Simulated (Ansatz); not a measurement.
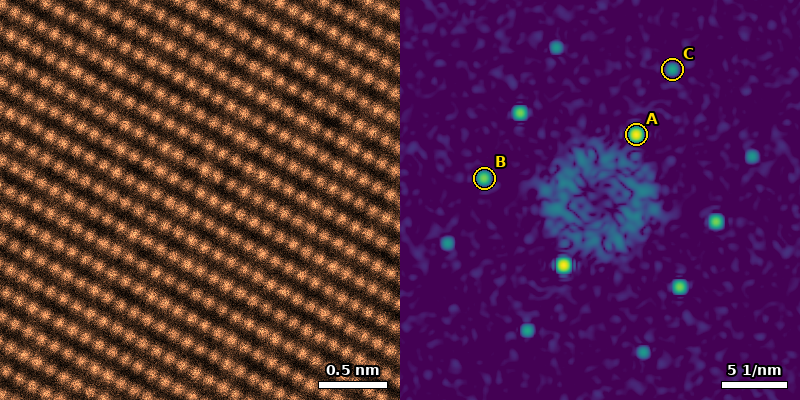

Dark-field STEM-like image of Sb (Fm-3m, No. 225) along [221]. The image is simulated as a sum over atoms of Z^1.7, blurred by a 0.75 Å probe (no channelling). The probe carries 15 % of its weight in a tail 2.5 times as wide. Shot noise and the speckle of an amorphous layer were added. Model: the input geometry of a calculation; the starting structure was generated, so it need not be a known form of this composition.

The right panel is the modulus of the image's Fourier transform on a logarithmic scale.

a = 4.825 Å, b = 4.825 Å, c = 4.825 Å, α = 90.00°, β = 90.00°, γ = 90.00°

Index the marked spots and give their plane spacings (the zone axis points at the viewer; indices equivalent by symmetry, or all signs reversed, are as good).

Answer. A: (2 -2 0), d = 1.71 Å; B: (0 2 -4), d = 1.08 Å; C: (4 -4 0), d = 0.85 Å. A and B enclose 108°, and every spot obeys the zone law hu + kv + lw = 0 for [221].
